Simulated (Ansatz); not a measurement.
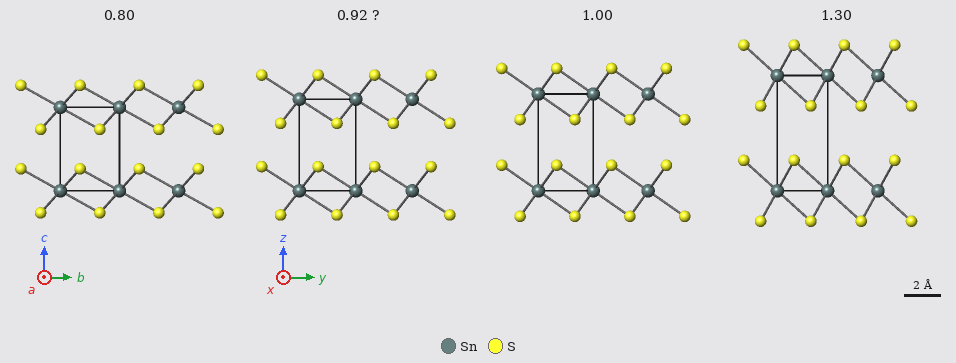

Energy scan for a crystal of SnS₂ (P-3m1), in which the ratio of the cell's length along z to its lengths across, counted as 1 for the reference, is changed at fixed volume (a c/a path), with the atoms kept at their fractional coordinates. x, y and z are the Cartesian axes of the input. Style: ball-and-stick. Shown: the cell of the calculation, repeated 1 × 2 × 1 with one cell outlined, along the a axis.

Level of theory: DFT r2SCAN, scalar-relativistic, plane waves, PAW (Ansatz 0.2.0). Set-up: plane-wave cutoff 500 eV; k-point mesh 12 × 12 × 6; occupations gaussian; smearing width 0.05 eV; no spin polarisation. Energies (free energies at the smearing named) are counted from the cell as listed in its source, which wasn't relaxed.

| axial ratio over its reference value | E − E(ref) (meV/atom) |
| --- | --- |
| 0.80 | 134 |
| 0.85 | 80 |
| 0.92 | ? |
| 0.96 | 7 |
| 1.00 | 0 |
| 1.05 | 9 |
| 1.10 | 38 |
| 1.20 | 159 |
| 1.30 | 361 |

**Fill in the missing row.**

A straight line between the two neighbours gives 34 meV/atom. A cubic through the four nearest rows (0.80, 0.85, 0.96, 1.00) gives, with Lagrange weights, (−0.1400)(134) + (0.4655)(80) + (0.9545)(7) + (−0.2800)(0) = 25 meV/atom. The calculation gives 25 meV/atom, so the cubic is right to the digits shown and the straight line 9 meV/atom too high, as the curve bends upwards here.

The whole profile:

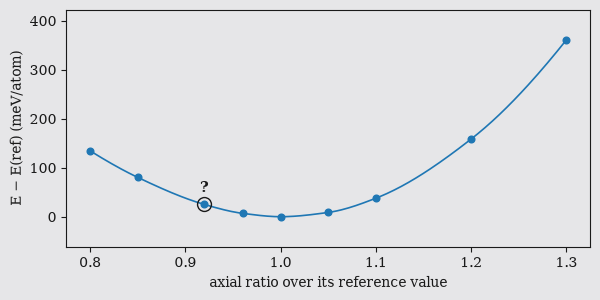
